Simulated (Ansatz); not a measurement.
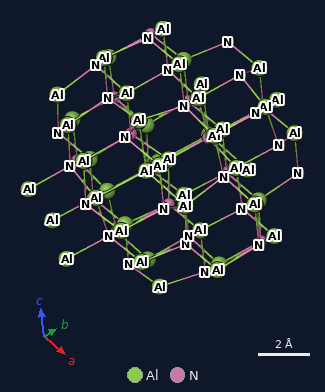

A defect cell of composition Al17N15 (cell charge −1), before the relaxation. Style: ball-and-stick. Shown: the atoms within 5.8 Å of the atom that moves most (axes of the cell of the calculation), slightly off an axis.

Case: Al on a N site (c), charge -1, atoms relaxed at the host's cell.

Theory: Ansatz 0.2.0, DFT PBE, scalar-relativistic, plane waves, PAW.

(plane-wave cutoff 420 eV; k-point mesh 2 × 2 × 2; occupations gaussian; smearing width 0.01 eV; mesh shifted by (0.5, 0.5, 0.5); collinear spin; atoms relaxed in a fixed cell; force threshold 0.025 eV/Å; at most 45 steps)

```
Al N
1.0
    -4.40317    4.40317   -4.40317
     4.40317   -4.40317   -4.40317
    -4.40317   -4.40317    4.40317
Al N
17 15
Direct
  0.51716 0.31116 0.26433
  0.26024 0.25223 0.50394
  0.98980 0.23558 0.73972
  0.79586 0.00287 0.23869
  0.75254 0.25201 0.00793
  0.48670 0.99517 0.54730
  0.24584 0.00050 0.76090
  0.00507 0.74763 0.25096
  0.00959 0.99924 0.99581
  0.75353 0.76444 0.50474
  0.50101 0.74741 0.75835
  0.24667 0.50462 0.24950
  0.20116 0.69194 0.95576
  0.99422 0.49514 0.49267
  0.73915 0.49304 0.74206
  0.49832 0.50668 0.99642
  0.49472 0.99850 0.24851
  0.23514 0.99926 0.51242
  0.99970 0.99999 0.75033
  0.75504 0.74778 0.24969
  0.76231 0.00034 0.98635
  0.49853 0.74274 0.50827
  0.24438 0.74402 0.74302
  0.99963 0.49986 0.25027
  0.98454 0.74072 0.99223
  0.76423 0.52671 0.51425
  0.49969 0.49984 0.75019
  0.24807 0.25584 0.25072
  0.23704 0.47339 0.98814
  0.01486 0.25696 0.50626
  0.75113 0.25180 0.75758
  0.50074 0.25906 0.99417
```

### Where does the relaxation end?

Over 4 geometry steps the energy falls by 0.210 eV per cell of the calculation. The largest force component goes from 0.92 to 0.0042 eV/Å. The largest move is that of Al1, 0.063 Å roughly along [−2 −2 −1]. By element the largest moves are Al 0.063 Å, N 0.057 Å. The cell doesn't change. Some distances before and after: Al4–Al17 2.312 → 2.262 Å, Al1–N26 1.827 → 1.873 Å, Al1–Al17 2.292 → 2.261 Å, Al4–N21 1.847 → 1.873 Å. Bond angles that change, for instance: Al17–Al1–N28 96.2° → 100.3°, Al17–Al6–N31 97.4° → 100.7°, Al17–Al13–N23 97.7° → 100.7°. The run took 84 s on 4 threads of Arm Neoverse V1, with other jobs on the host, peak memory 1 GiB.

After the run, drawn alike:

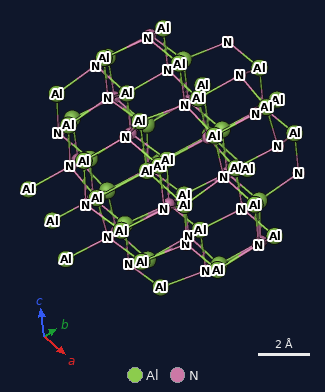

Limits of the set-up: the periodic images lie only 7.6 Å apart, so the values are limited by the cell's size; the cell is charged, on a uniform background, and energies carry no finite-size correction.
